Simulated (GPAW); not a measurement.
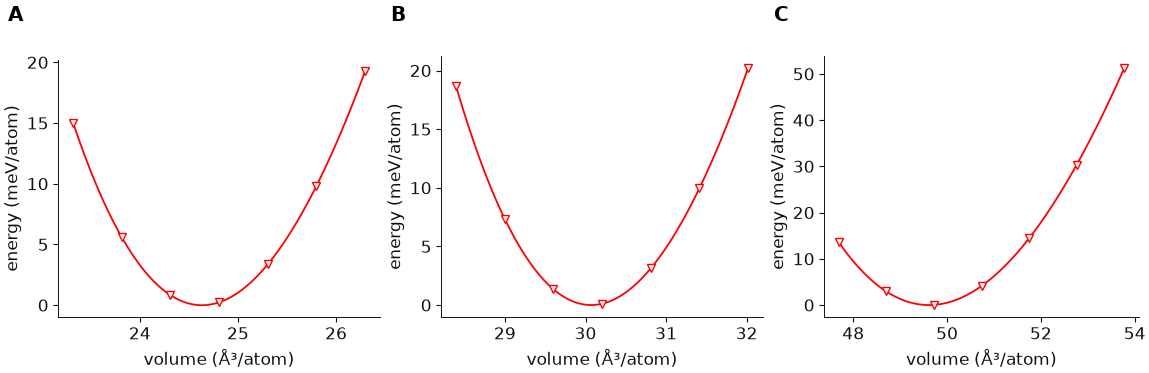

Each panel shows the energy against volume for one of these solids: CdS, F-43m (No. 216); MoS₂, P-6m2 (No. 187); Sb, R-3m (No. 166).

How it was computed, with GPAW 26.7.0: PAW DFT in plane waves, on a grid or in atomic orbitals, no spin polarisation; energies at scaled volumes of the given cell, shape and fractions fixed, counted from the fit's minimum, third-order Birch-Murnaghan fit. Level: PBEsol.

### Which panel belongs to which solid?

A is CdS (energy from 0.23 meV/atom to 19.25 meV/atom, V0 24.63 Å³/atom, B0 62.1 GPa); B is Sb (energy from 0.11 meV/atom to 20.23 meV/atom, V0 30.07 Å³/atom, B0 57.6 GPa); C is MoS₂ (energy from 0.04 meV/atom to 51.31 meV/atom, V0 49.62 Å³/atom, B0 54.4 GPa).

For MoS₂, limits of the calculation: shape and atomic fractions are frozen while scaling, which makes layered, chain and framework solids too stiff.

For Sb, limits of the calculation: shape and atomic fractions are frozen while scaling, which makes layered, chain and framework solids too stiff.
